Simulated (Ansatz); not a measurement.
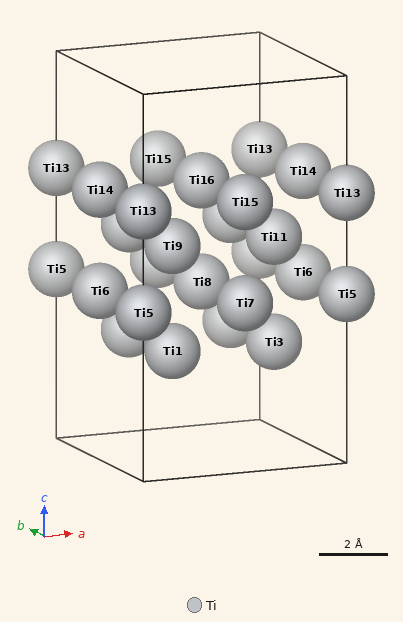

**Figure 1.** The structure as given in the input (spheres-only view of the cell of the calculation, with the vacuum cut short, seen slightly off an axis; atoms are numbered from 1 in the order of the input). An atom can appear more than once, as a periodic image.

Run report: Ti, single-point calculation (part 1 of 2)

Ti (slab, 16 atoms in the cell), computed with DFT, PBE, plane waves, PAW, PAW set soft_1, no spin polarisation (Ansatz 0.2.0).

The structure derives from an entry of the Crystallography Open Database. Figures and captions count atoms from 1; the log counts them from 0 in places.

**What the program printed**
```
Engine: ansatz 0.2.0, aarch64-unknown-linux-gnu
Pseudopotentials: kind: paw
Pseudopotential: Ti, paw, valence charge 12, recommended cutoff 420 eV (normal), [file]
Functional definition: PBE
  parameter kappa = 0.804
  parameter beta = 0.06672455060314922
  exchange = pbe_x(kappa = kappa, mu = beta*pi^2/3)
  correlation = pbe_c(beta = beta)
Crystal: 16 atoms, lattice volume = 855.380 Å³
Basis set: ecut = 420 eV, 16687 PW (Γ), exchange–correlation on 90×90×270 points (8 copies of the dense FFT grid, shifted against one another)
Bands: 116, of which v1, the nominal top of the filled ones, is band 96 counted from 1 (95 counted from 0)
Symmetry: 1 space group operations
k-points: 10 of 16 (time reversal used)
Non-local potential: Ti, projectors of the file, l = 0: 3, l = 1: 2, l = 2: 3, l = 3: 1
PAW form: soft (Blöchl's): semilocal exchange-correlation on the pseudo side does not see the compensation charge
PAW one-centre angular grid: Ti, 590 points (default); XC on 64 Gauss nodes
Initial density: superposition of atomic densities (neutral atoms: chi_scale 0, normalization atom)
Initial wavefunctions: pseudopotential atomic-orbital guess
Functional: x = pbe(κ = 0.804, μ = 0.2195149727645171), c = pbe(β = 0.06672455060314922)
SCF iter   1: F=—  HF=-40009.513245 eV  |F-HF|=—  |Δ(HF+E_count)|=         —  Δρ=6.96e-2  dr2=2.86e2  ethr=3.10e-3  p=0.000 e·Å  D=4.58e-8 V/Å  ΔV_dip=-0.00 eV  dr2_dipole=2.08e0  V_vac-E_F(+/−)=8.19/8.19 eV  ⟨swp⟩=8.5  Hψ=5098  notcnv=0
efield: sawtooth ramp at fractional position 0.7942 (placed from the atoms, in the widest stretch of the axis that holds none; the zero of the levels goes with the place), width 0.0400; the density the first Hamiltonian is built on has a dipole p = 0.000 e·Å; the dipole correction subtracts the counter field D = 4.58e-8 V/Å, which shifts the + side's vacuum level by -0.00 eV against the − side's; the planar-averaged density in the ramp window peaks in size at 9.6e-8 e/Å³
SCF iter   2: F=—  HF=-40753.508925 eV  |F-HF|=—  |Δ(HF+E_count)|=    7.44e2  Δρ=3.46e-1  dr2=1.04e4  ethr=3.10e-3  p=-2.219 e·Å  D=-4.69e-1 V/Å  ΔV_dip=9.47 eV  dr2_dipole=5.48e3  V_vac-E_F(+/−)=4.78/-4.69 eV  ⟨swp⟩=27.2  Hψ=24233  notcnv=0  defer=92  κ⁻¹=1.0e0(r=1)
SCF iter   3: F=—  HF=-40846.701901 eV  |F-HF|=—  |Δ(HF+E_count)|=    9.32e1  Δρ=3.37e-1  dr2=9.93e3  ethr=3.10e-3  p=7.256 e·Å  D=1.54e0 V/Å  ΔV_dip=-30.98 eV  dr2_dipole=5.58e3  V_vac-E_F(+/−)=-4.59/26.34 eV  ⟨swp⟩=24.5  Hψ=20160  notcnv=0  defer=132  κ⁻¹=7.0e-2(r=2)
SCF iter   4: F=—  HF=-40027.851297 eV  |F-HF|=—  |Δ(HF+E_count)|=    8.19e2  Δρ=1.48e-1  dr2=6.66e2  ethr=3.10e-3  p=0.872 e·Å  D=1.84e-1 V/Å  ΔV_dip=-3.72 eV  dr2_dipole=5.08e1  V_vac-E_F(+/−)=12.52/16.25 eV  ⟨swp⟩=22.3  Hψ=15656  notcnv=0  defer=111  κ⁻¹=2.5e-3(r=3)
SCF iter   5: F=—  HF=-39993.686327 eV  |F-HF|=—  |Δ(HF+E_count)|=    3.42e1  Δρ=5.94e-2  dr2=1.61e2  ethr=3.10e-3  p=1.196 e·Å  D=2.53e-1 V/Å  ΔV_dip=-5.10 eV  dr2_dipole=1.70e1  V_vac-E_F(+/−)=7.30/12.39 eV  ⟨swp⟩=24.4  Hψ=13003  notcnv=2  defer=51  κ⁻¹=3.8e-4(r=4)
SCF iter   6: F=—  HF=-39990.224206 eV  |F-HF|=—  |Δ(HF+E_count)|=    3.46e0  Δρ=4.49e-2  dr2=1.22e2  ethr=3.10e-3  p=0.365 e·Å  D=7.72e-2 V/Å  ΔV_dip=-1.56 eV  dr2_dipole=3.42e1  V_vac-E_F(+/−)=8.59/10.15 eV  ⟨swp⟩=16.9  Hψ=7172  notcnv=2  defer=35  κ⁻¹=4.3e-5(r=5)
SCF iter   7: F=—  HF=-39987.557039 eV  |F-HF|=—  |Δ(HF+E_count)|=    2.67e0  Δρ=3.02e-2  dr2=2.87e1  ethr=3.10e-3  p=0.556 e·Å  D=1.18e-1 V/Å  ΔV_dip=-2.37 eV  dr2_dipole=6.31e0  V_vac-E_F(+/−)=7.36/9.73 eV  ⟨swp⟩=6.4  Hψ=2300  notcnv=0  defer=35  κ⁻¹=2.3e-5(r=6)
SCF iter   8: F=—  HF=-39988.092619 eV  |F-HF|=—  |Δ(HF+E_count)|=   5.36e-1  Δρ=4.49e-2  dr2=5.57e1  ethr=3.10e-3  p=0.674 e·Å  D=1.43e-1 V/Å  ΔV_dip=-2.88 eV  dr2_dipole=3.31e0  V_vac-E_F(+/−)=6.37/9.24 eV  ⟨swp⟩=7.5  Hψ=2798  notcnv=0  defer=70  κ⁻¹=1.5e-5(r=7)
SCF iter   9: F=—  HF=-39986.820351 eV  |F-HF|=—  |Δ(HF+E_count)|=    1.27e0  Δρ=3.07e-2  dr2=3.02e1  ethr=3.10e-3  p=0.657 e·Å  D=1.39e-1 V/Å  ΔV_dip=-2.80 eV  dr2_dipole=4.19e0  V_vac-E_F(+/−)=5.66/8.46 eV  ⟨swp⟩=8.1  Hψ=2924  notcnv=0  defer=44  κ⁻¹=1.3e-5(r=8)
SCF iter  10: F=—  HF=-39985.870806 eV  |F-HF|=—  |Δ(HF+E_count)|=   9.50e-1  Δρ=2.25e-2  dr2=1.99e1  ethr=3.10e-3  p=0.550 e·Å  D=1.16e-1 V/Å  ΔV_dip=-2.35 eV  dr2_dipole=4.55e0  V_vac-E_F(+/−)=5.22/7.55 eV  ⟨swp⟩=6.5  Hψ=2251  notcnv=0  defer=30  κ⁻¹=2.0e-5(r=8)
SCF iter  11: F=—  HF=-39985.413227 eV  |F-HF|=—  |Δ(HF+E_count)|=   4.58e-1  Δρ=1.56e-2  dr2=1.18e1  ethr=3.10e-3  p=0.530 e·Å  D=1.12e-1 V/Å  ΔV_dip=-2.26 eV  dr2_dipole=3.75e0  V_vac-E_F(+/−)=4.83/7.09 eV  ⟨swp⟩=4.7  Hψ=1613  notcnv=0  defer=25  κ⁻¹=1.4e-5(r=8)
SCF iter  12: F=—  HF=-39985.492148 eV  |F-HF|=—  |Δ(HF+E_count)|=   7.89e-2  Δρ=2.42e-2  dr2=1.80e1  ethr=3.10e-3  p=0.161 e·Å  D=3.40e-2 V/Å  ΔV_dip=-0.69 eV  dr2_dipole=2.09e0  V_vac-E_F(+/−)=3.23/3.90 eV  ⟨swp⟩=8.4  Hψ=2910  notcnv=0  defer=41  κ⁻¹=2.3e-4(r=8)
SCF iter  13: F=—  HF=-39984.949898 eV  |F-HF|=—  |Δ(HF+E_count)|=   5.42e-1  Δρ=9.25e-3  dr2=4.04e0  ethr=3.10e-3  p=0.030 e·Å  D=6.40e-3 V/Å  ΔV_dip=-0.13 eV  dr2_dipole=1.14e0  V_vac-E_F(+/−)=3.87/3.99 eV  ⟨swp⟩=6.6  Hψ=2320  notcnv=0  defer=32  κ⁻¹=5.1e-4(r=8)
SCF iter  14: F=—  HF=-39985.058273 eV  |F-HF|=—  |Δ(HF+E_count)|=   1.08e-1  Δρ=1.33e-2  dr2=7.05e0  ethr=2.10e-3  p=0.225 e·Å  D=4.76e-2 V/Å  ΔV_dip=-0.96 eV  dr2_dipole=5.05e-1  V_vac-E_F(+/−)=3.31/4.26 eV  ⟨swp⟩=6.0  Hψ=2069  notcnv=0  defer=32  κ⁻¹=2.3e-3(r=8)
SCF iter  15: F=—  HF=-39984.822322 eV  |F-HF|=—  |Δ(HF+E_count)|=   2.36e-1  Δρ=7.26e-3  dr2=1.96e0  ethr=2.10e-3  p=0.153 e·Å  D=3.25e-2 V/Å  ΔV_dip=-0.66 eV  dr2_dipole=1.09e-1  V_vac-E_F(+/−)=3.22/3.87 eV  ⟨swp⟩=5.0  Hψ=1904  notcnv=0  defer=31  κ⁻¹=1.7e-3(r=8)
SCF iter  16: F=—  HF=-39984.781056 eV  |F-HF|=—  |Δ(HF+E_count)|=   4.13e-2  Δρ=5.29e-3  dr2=8.60e-1  ethr=1.02e-3  p=0.077 e·Å  D=1.64e-2 V/Å  ΔV_dip=-0.33 eV  dr2_dipole=7.38e-3  V_vac-E_F(+/−)=3.35/3.68 eV  ⟨swp⟩=5.6  Hψ=1774  notcnv=0  defer=32  κ⁻¹=2.1e-3(r=8)
SCF iter  17: F=—  HF=-39984.777072 eV  |F-HF|=—  |Δ(HF+E_count)|=   3.98e-3  Δρ=4.92e-3  dr2=1.47e0  ethr=4.48e-4  p=0.072 e·Å  D=1.52e-2 V/Å  ΔV_dip=-0.31 eV  dr2_dipole=4.32e-1  V_vac-E_F(+/−)=3.37/3.67 eV  ⟨swp⟩=5.7  Hψ=1787  notcnv=0  defer=34  κ⁻¹=9.4e-4(r=8)
SCF iter  18: F=—  HF=-39984.750168 eV  |F-HF|=—  |Δ(HF+E_count)|=   2.69e-2  Δρ=1.97e-3  dr2=1.06e-1  ethr=4.48e-4  p=0.038 e·Å  D=8.09e-3 V/Å  ΔV_dip=-0.16 eV  dr2_dipole=5.45e-3  V_vac-E_F(+/−)=3.37/3.53 eV  ⟨swp⟩=3.5  Hψ=1445  notcnv=0  defer=28  κ⁻¹=4.1e-4(r=8)
SCF iter  19: F=—  HF=-39984.755116 eV  |F-HF|=—  |Δ(HF+E_count)|=   4.95e-3  Δρ=2.95e-3  dr2=2.18e-1  ethr=5.50e-5  p=0.028 e·Å  D=5.92e-3 V/Å  ΔV_dip=-0.12 eV  dr2_dipole=4.15e-3  V_vac-E_F(+/−)=3.32/3.44 eV  ⟨swp⟩=3.7  Hψ=1878  notcnv=0  defer=23  κ⁻¹=1.9e-4(r=8)
SCF iter  20: F=—  HF=-39984.755592 eV  |F-HF|=—  |Δ(HF+E_count)|=   4.76e-4  Δρ=2.98e-3  dr2=2.39e-1  ethr=5.50e-5  p=0.006 e·Å  D=1.33e-3 V/Å  ΔV_dip=-0.03 eV  dr2_dipole=2.24e-2  V_vac-E_F(+/−)=3.26/3.28 eV  ⟨swp⟩=2.8  Hψ=1615  notcnv=0  defer=22  κ⁻¹=4.9e-4(r=8)
SCF iter  21: F=—  HF=-39984.747329 eV  |F-HF|=—  |Δ(HF+E_count)|=   8.26e-3  Δρ=1.26e-3  dr2=4.20e-2  ethr=5.50e-5  p=0.014 e·Å  D=3.01e-3 V/Å  ΔV_dip=-0.06 eV  dr2_dipole=3.69e-3  V_vac-E_F(+/−)=3.28/3.34 eV  ⟨swp⟩=2.1  Hψ=1532  notcnv=0  defer=22  κ⁻¹=1.7e-4(r=8)
SCF iter  22: F=—  HF=-39984.750797 eV  |F-HF|=—  |Δ(HF+E_count)|=   3.47e-3  Δρ=2.21e-3  dr2=1.39e-1  ethr=2.19e-5  p=0.023 e·Å  D=4.80e-3 V/Å  ΔV_dip=-0.10 eV  dr2_dipole=2.77e-2  V_vac-E_F(+/−)=3.26/3.35 eV  ⟨swp⟩=3.0  Hψ=1533  notcnv=0  defer=22  κ⁻¹=2.7e-4(r=8)
SCF iter  23: F=—  HF=-39984.747816 eV  |F-HF|=—  |Δ(HF+E_count)|=   2.98e-3  Δρ=1.26e-3  dr2=4.86e-2  ethr=2.19e-5  p=0.020 e·Å  D=4.22e-3 V/Å  ΔV_dip=-0.09 eV  dr2_dipole=7.71e-3  V_vac-E_F(+/−)=3.25/3.33 eV  ⟨swp⟩=2.5  Hψ=1460  notcnv=0  defer=22  κ⁻¹=6.3e-4(r=8)
SCF iter  24: F=—  HF=-39984.746426 eV  |F-HF|=—  |Δ(HF+E_count)|=   1.39e-3  Δρ=5.95e-4  dr2=1.02e-2  ethr=2.19e-5  p=0.007 e·Å  D=1.46e-3 V/Å  ΔV_dip=-0.03 eV  dr2_dipole=8.59e-4  V_vac-E_F(+/−)=3.26/3.29 eV  ⟨swp⟩=2.0  Hψ=1274  notcnv=0  defer=22  κ⁻¹=2.1e-4(r=8)
SCF iter  25: F=—  HF=-39984.747183 eV  |F-HF|=—  |Δ(HF+E_count)|=   7.57e-4  Δρ=8.18e-4  dr2=2.75e-2  ethr=5.30e-6  p=0.001 e·Å  D=1.59e-4 V/Å  ΔV_dip=-0.00 eV  dr2_dipole=2.39e-3  V_vac-E_F(+/−)=3.27/3.28 eV  ⟨swp⟩=2.9  Hψ=1560  notcnv=0  defer=22  κ⁻¹=4.9e-4(r=8)
SCF iter  26: F=—  HF=-39984.747605 eV  |F-HF|=—  |Δ(HF+E_count)|=   4.22e-4  Δρ=1.17e-3  dr2=5.03e-2  ethr=5.30e-6  p=0.006 e·Å  D=1.28e-3 V/Å  ΔV_dip=-0.03 eV  dr2_dipole=5.86e-3  V_vac-E_F(+/−)=3.27/3.30 eV  ⟨swp⟩=2.9  Hψ=1538  notcnv=0  defer=22  κ⁻¹=1.9e-3(r=8)
SCF iter  27: F=—  HF=-39984.746448 eV  |F-HF|=—  |Δ(HF+E_count)|=   1.16e-3  Δρ=4.25e-4  dr2=1.03e-2  ethr=5.30e-6  p=0.002 e·Å  D=3.40e-4 V/Å  ΔV_dip=-0.01 eV  dr2_dipole=2.40e-3  V_vac-E_F(+/−)=3.26/3.27 eV  ⟨swp⟩=2.3  Hψ=1452  notcnv=0  defer=22  κ⁻¹=6.7e-4(r=8)
SCF iter  28: F=—  HF=-39984.746363 eV  |F-HF|=—  |Δ(HF+E_count)|=   8.56e-5  Δρ=2.55e-4  dr2=2.31e-3  ethr=5.30e-6  p=0.001 e·Å  D=2.09e-4 V/Å  ΔV_dip=-0.00 eV  dr2_dipole=2.41e-4  V_vac-E_F(+/−)=3.26/3.26 eV  ⟨swp⟩=1.5  Hψ=1214  notcnv=0  defer=22  κ⁻¹=1.2e-3(r=8)
SCF iter  29: F=—  HF=-39984.746382 eV  |F-HF|=—  |Δ(HF+E_count)|=   1.91e-5  Δρ=1.55e-4  dr2=9.61e-4  ethr=1.20e-6  p=0.001 e·Å  D=1.25e-4 V/Å  ΔV_dip=-0.00 eV  dr2_dipole=1.59e-4  V_vac-E_F(+/−)=3.25/3.26 eV  ⟨swp⟩=2.0  Hψ=1371  notcnv=0  defer=22  κ⁻¹=3.4e-4(r=8)
SCF iter  30: F=—  HF=-39984.746411 eV  |F-HF|=—  |Δ(HF+E_count)|=   2.94e-5  Δρ=1.56e-4  dr2=5.63e-4  ethr=5.01e-7  p=0.000 e·Å  D=3.57e-5 V/Å  ΔV_dip=-0.00 eV  dr2_dipole=7.01e-6  V_vac-E_F(+/−)=3.26/3.26 eV  ⟨swp⟩=2.0  Hψ=1490  notcnv=0  defer=22  κ⁻¹=2.0e-4(r=8)
SCF iter  31: F=—  HF=-39984.746438 eV  |F-HF|=—  |Δ(HF+E_count)|=   2.68e-5  Δρ=1.90e-4  dr2=7.94e-4  ethr=2.93e-7  p=-0.000 e·Å  D=-8.50e-5 V/Å  ΔV_dip=0.00 eV  dr2_dipole=7.10e-7  V_vac-E_F(+/−)=3.26/3.26 eV  ⟨swp⟩=3.0  Hψ=1485  notcnv=0  defer=22  κ⁻¹=4.5e-4(r=8)
SCF iter  32: F=—  HF=-39984.746434 eV  |F-HF|=—  |Δ(HF+E_count)|=   4.11e-6  Δρ=1.75e-4  dr2=7.57e-4  ethr=2.93e-7  p=-0.001 e·Å  D=-1.89e-4 V/Å  ΔV_dip=0.00 eV  dr2_dipole=2.94e-5  V_vac-E_F(+/−)=3.26/3.25 eV  ⟨swp⟩=2.3  Hψ=1476  notcnv=0  defer=22  κ⁻¹=3.7e-4(r=8)
SCF iter  33: F=—  HF=-39984.746427 eV  |F-HF|=—  |Δ(HF+E_count)|=   6.66e-6  Δρ=1.13e-4  dr2=4.64e-4  ethr=2.93e-7  p=-0.002 e·Å  D=-3.30e-4 V/Å  ΔV_dip=0.01 eV  dr2_dipole=6.26e-5  V_vac-E_F(+/−)=3.26/3.25 eV  ⟨swp⟩=2.0  Hψ=1363  notcnv=0  defer=22  κ⁻¹=2.3e-4(r=8)
SCF iter  34: F=—  HF=-39984.746404 eV  |F-HF|=—  |Δ(HF+E_count)|=   2.30e-5  Δρ=4.69e-5  dr2=5.37e-5  ethr=2.42e-7  p=-0.002 e·Å  D=-3.21e-4 V/Å  ΔV_dip=0.01 eV  dr2_dipole=2.48e-6  V_vac-E_F(+/−)=3.25/3.25 eV  ⟨swp⟩=1.9  Hψ=1280  notcnv=0  defer=22  κ⁻¹=3.5e-4(r=8)
SCF iter  35: F=—  HF=-39984.746384 eV  |F-HF|=—  |Δ(HF+E_count)|=   2.03e-5  Δρ=6.01e-5  dr2=1.21e-4  ethr=2.80e-8  p=-0.002 e·Å  D=-4.04e-4 V/Å  ΔV_dip=0.01 eV  dr2_dipole=9.99e-6  V_vac-E_F(+/−)=3.25/3.25 eV  ⟨swp⟩=3.0  Hψ=1611  notcnv=0  defer=22  κ⁻¹=6.3e-4(r=8)
SCF iter  36: F=—  HF=-39984.746407 eV  |F-HF|=—  |Δ(HF+E_count)|=   2.26e-5  Δρ=1.40e-4  dr2=9.24e-4  ethr=2.80e-8  p=-0.001 e·Å  D=-2.86e-4 V/Å  ΔV_dip=0.01 eV  dr2_dipole=2.10e-4  V_vac-E_F(+/−)=3.25/3.25 eV  ⟨swp⟩=3.1  Hψ=1585  notcnv=0  defer=22  κ⁻¹=1.2e-3(r=8)
SCF iter  37: F=—  HF=-39984.746396 eV  |F-HF|=—  |Δ(HF+E_count)|=   1.05e-5  Δρ=1.10e-4  dr2=6.86e-4  ethr=2.80e-8  p=-0.001 e·Å  D=-2.95e-4 V/Å  ΔV_dip=0.01 eV  dr2_dipole=1.70e-4  V_vac-E_F(+/−)=3.25/3.25 eV  ⟨swp⟩=3.6  Hψ=1709  notcnv=0  defer=22  κ⁻¹=1.8e-3(r=8)
SCF iter  38: F=—  HF=-39984.746383 eV  |F-HF|=—  |Δ(HF+E_count)|=   1.35e-5  Δρ=4.63e-5  dr2=5.68e-5  ethr=2.80e-8  p=-0.002 e·Å  D=-3.63e-4 V/Å  ΔV_dip=0.01 eV  dr2_dipole=1.62e-6  V_vac-E_F(+/−)=3.26/3.25 eV  ⟨swp⟩=2.6  Hψ=1508  notcnv=0  defer=22  κ⁻¹=2.9e-3(r=8)
SCF iter  39: F=—  HF=-39984.746383 eV  |F-HF|=—  |Δ(HF+E_count)|=   5.32e-7  Δρ=2.36e-5  dr2=2.41e-5  ethr=2.80e-8  p=-0.002 e·Å  D=-4.12e-4 V/Å  ΔV_dip=0.01 eV  dr2_dipole=4.44e-6  V_vac-E_F(+/−)=3.25/3.25 eV  ⟨swp⟩=2.0  Hψ=1340  notcnv=0  defer=22  κ⁻¹=1.0e-3(r=8)
SCF iter  40: F=—  HF=-39984.746385 eV  |F-HF|=—  |Δ(HF+E_count)|=   1.71e-6  Δρ=2.37e-5  dr2=1.69e-5  ethr=1.25e-8  p=-0.002 e·Å  D=-4.19e-4 V/Å  ΔV_dip=0.01 eV  dr2_dipole=1.15e-7  V_vac-E_F(+/−)=3.25/3.25 eV  ⟨swp⟩=2.1  Hψ=1403  notcnv=0  defer=22  κ⁻¹=3.0e-4(r=8)
SCF iter  41: F=—  HF=-39984.746387 eV  |F-HF|=—  |Δ(HF+E_count)|=   2.04e-6  Δρ=2.57e-5  dr2=1.72e-5  ethr=8.78e-9  p=-0.002 e·Å  D=-4.53e-4 V/Å  ΔV_dip=0.01 eV  dr2_dipole=4.84e-8  V_vac-E_F(+/−)=3.25/3.25 eV  ⟨swp⟩=2.3  Hψ=1467  notcnv=0  defer=22  κ⁻¹=3.7e-4(r=8)
SCF iter  42: F=—  HF=-39984.746386 eV  |F-HF|=—  |Δ(HF+E_count)|=   3.40e-7  Δρ=1.02e-5  dr2=2.25e-6  ethr=8.78e-9  p=-0.002 e·Å  D=-4.55e-4 V/Å  ΔV_dip=0.01 eV  dr2_dipole=1.56e-9  V_vac-E_F(+/−)=3.25/3.25 eV  ⟨swp⟩=2.0  Hψ=1374  notcnv=0  defer=22  κ⁻¹=3.0e-4(r=8)
SCF iter  43: F=—  HF=-39984.746387 eV  |F-HF|=—  |Δ(HF+E_count)|=   5.48e-7  Δρ=1.44e-5  dr2=5.57e-6  ethr=1.17e-9  p=-0.002 e·Å  D=-4.53e-4 V/Å  ΔV_dip=0.01 eV  dr2_dipole=2.36e-7  V_vac-E_F(+/−)=3.25/3.25 eV  ⟨swp⟩=3.0  Hψ=1603  notcnv=0  defer=22  κ⁻¹=9.5e-5(r=8)
SCF iter  44: F=—  HF=-39984.746387 eV  |F-HF|=—  |Δ(HF+E_count)|=   2.25e-7  Δρ=1.65e-5  dr2=7.29e-6  ethr=1.17e-9  p=-0.002 e·Å  D=-4.58e-4 V/Å  ΔV_dip=0.01 eV  dr2_dipole=2.49e-7  V_vac-E_F(+/−)=3.25/3.25 eV  ⟨swp⟩=2.8  Hψ=1502  notcnv=0  defer=22  κ⁻¹=2.9e-4(r=8)
SCF iter  45: F=—  HF=-39984.746387 eV  |F-HF|=—  |Δ(HF+E_count)|=   3.41e-8  Δρ=9.70e-6  dr2=2.04e-6  ethr=1.17e-9  p=-0.002 e·Å  D=-4.61e-4 V/Å  ΔV_dip=0.01 eV  dr2_dipole=2.79e-8  V_vac-E_F(+/−)=3.25/3.25 eV  ⟨swp⟩=2.5  Hψ=1450  notcnv=0  defer=22  κ⁻¹=3.8e-4(r=8)
SCF iter  46: F=—  HF=-39984.746387 eV  |F-HF|=—  |Δ(HF+E_count)|=   1.51e-7  Δρ=9.09e-6  dr2=2.14e-6  ethr=1.06e-9  p=-0.002 e·Å  D=-4.71e-4 V/Å  ΔV_dip=0.01 eV  dr2_dipole=7.26e-10  V_vac-E_F(+/−)=3.25/3.24 eV  ⟨swp⟩=2.5  Hψ=1445  notcnv=0  defer=22  κ⁻¹=1.4e-3(r=8)
```
